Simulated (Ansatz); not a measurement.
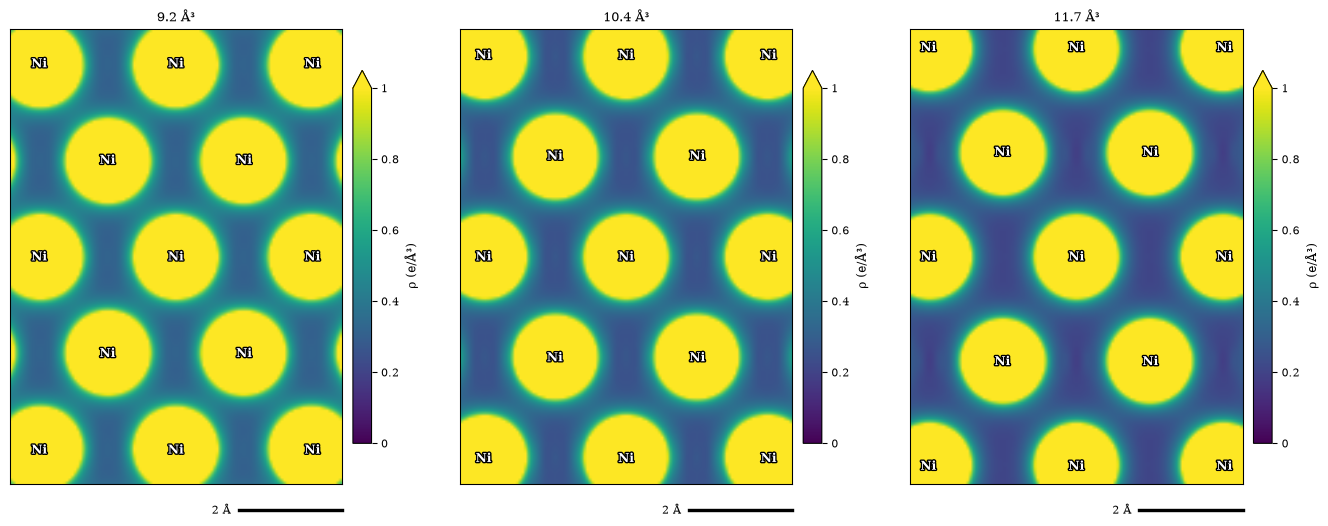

Ni. The valence charge density (pseudo) of cells scaled evenly to different volumes (given per atom above each panel), on the (11̄0) plane of each (indices in the axes of the cell below), at one length scale and on one colour scale.

A generated structure, not necessarily the stable one; spin-polarised.

Method: DFT, m-r2SCAN, plane waves (500 eV) with PAW, scalar-relativistic (Ansatz 0.2.0).

In a PAW calculation such maps are meaningful between the atoms, not at the nuclei.

The largest cell:

```
Ni
1.0
     2.85968    0.00000    0.00000
     0.00000    2.85968    0.00000
     0.00000    0.00000    2.85968
Ni
2
Cartesian
  0.0000 0.0000 0.0000
  1.4298 1.4298 1.4298
```

| volume (Å³/atom) | Ni–Ni contact in the plane (Å) | ρ at its midpoint (e/Å³) | 
| --- | --- | --- |
| 9.19 | 2.285 | 0.447 | 
| 10.02 | 2.353 | ? | 
| 10.44 | 2.385 | 0.366 | 
| 11.69 | 2.477 | 0.307 | 

**Estimate the missing row, and compare with the calculation.**

Over the known rows ln ρ falls by 1.96 per Å of Ni–Ni distance (a least-squares line), which gives 0.391 e/Å³ at 2.353 Å; the calculation gives 0.390 e/Å³.
